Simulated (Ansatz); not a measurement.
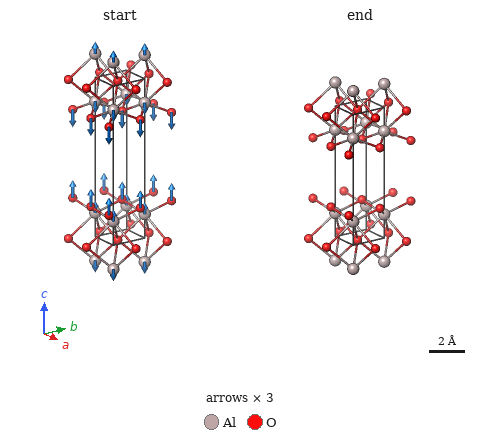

The structure of solid Al$_{2}$O$_{3}$ (set up in P-6m2) before (left) and after (right) a relaxation, at one scale. The blue arrows give the displacements (the part carried along by the change of the cell is left out), magnified 3 times.

The picture is a ball-and-stick view of the cell of the calculation, seen slightly off an axis.

The run lets cell and atoms move.

Method: Kohn-Sham DFT of a periodic cell, r2SCAN, Ansatz PAW (Ansatz).

Input
```yaml
crystal:
  lattice:
    - [2.8843249483, 0.0, 0.0]
    - [-1.4421624742, 2.497898678, 0.0]
    - [0.0, 0.0, 9.33675446]
  atoms:
    - { symbol: Al, position: [0.0, 0.0, 0.85000767] }
    - { symbol: Al, position: [0.0, 0.0, 0.14999233] }
    - { symbol: O, position: [0.3333333333, 0.6666666667, 0.77768308] }
    - { symbol: O, position: [0.6666666667, 0.3333333333, 0.0] }
    - { symbol: O, position: [0.3333333333, 0.6666666667, 0.22231692] }
hamiltonian:
  xc: r2scan
  pseudopotentials: { kind: paw }
kpoints:
  mp_grid: { grid: [11, 11, 3] }
scf:
  occupations: { method: fermi_dirac, width: 0.05 }
output:
  forces: true
  stress: true
  eigenvalues: true
relax:
  f_tol: 0.01
  max_steps: 40
  cell: { stress_tol: 0.05 }
```

Run as
```bash
ansatz run input.yaml --threads 2 --pin off --max-ram 5632MiB --backend cpu --events-out ev --progress --plain --runs-dir out
```

Describe what moved and what it gained.

Answer. The largest moves relative to the cell, 0.35 Å, are those of O atoms. Largest moves by element: O 0.35 Å, Al 0.24 Å. The drawn cell changes as follows: a = b 2.884 → 2.856 Å (−1.0 %), c 9.337 → 7.662 Å (−17.9 %); the volume changes by −19.6 %. Among the contacts that change: Al–O 2.176 → 2.154 Å, Al–O 1.797 → 1.779 Å. The space group stays P-6m2 (No. 187). The energy falls by 7.6 meV per atom in 14 accepted moves (17 points after the start). The largest force component goes from 0.39 to under 0.0001 eV/Å. Pressure: −4.52 GPa at the start and 0.00 GPa at the end. The line search rejected the trial step at point 11 of the run. At 2 points the geometry stayed and the basis and grid were re-selected for the new cell (energy shift of 1.2 meV per atom at most each time). The run took 86 s on 2 threads of Intel(R) Xeon(R) Platinum 8259CL CPU @ 2.50GHz (Skylake/Cascade Lake), with other jobs on the host, peak memory 0.62 GiB.
